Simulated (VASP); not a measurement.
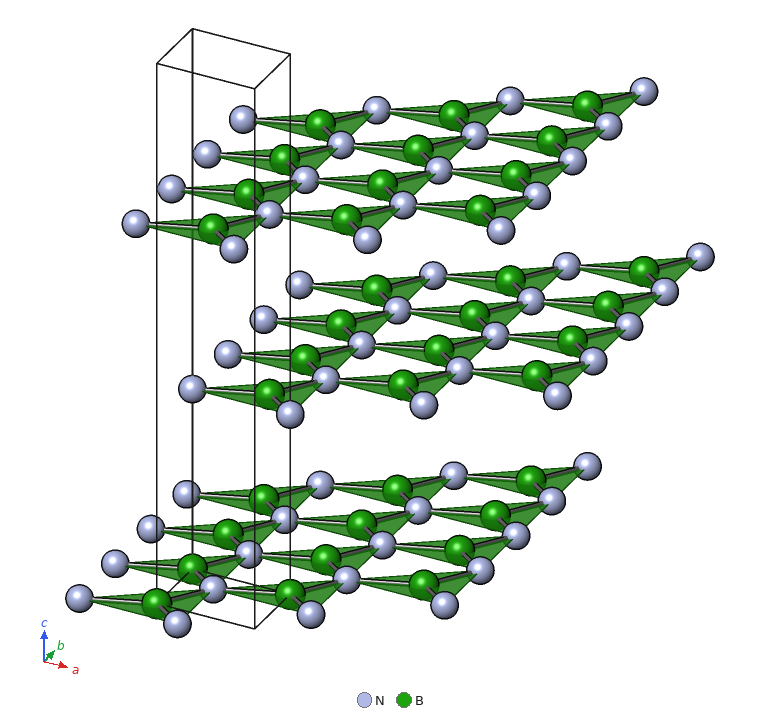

Polyhedra are drawn about B (bonds: B–N below 1.6 Å); other atoms are plain spheres.

BN (space group R3m, No. 160): the geometry relaxed with VASP Kohn-Sham DFT of a periodic cell, r2SCAN, VASP PAW PBE potentials, recommended in VASP 6.6.1.

Sharing among the drawn polyhedra:

| site | polyhedron | corner-sharing neighbours | edge-sharing | face-sharing | bond (Å) |
| --- | --- | --- | --- | --- | --- |
| B | BN3 triangle | 6 | 0 | 0 | 1.44 |

They form layers of corner-sharing triangles parallel to (001).
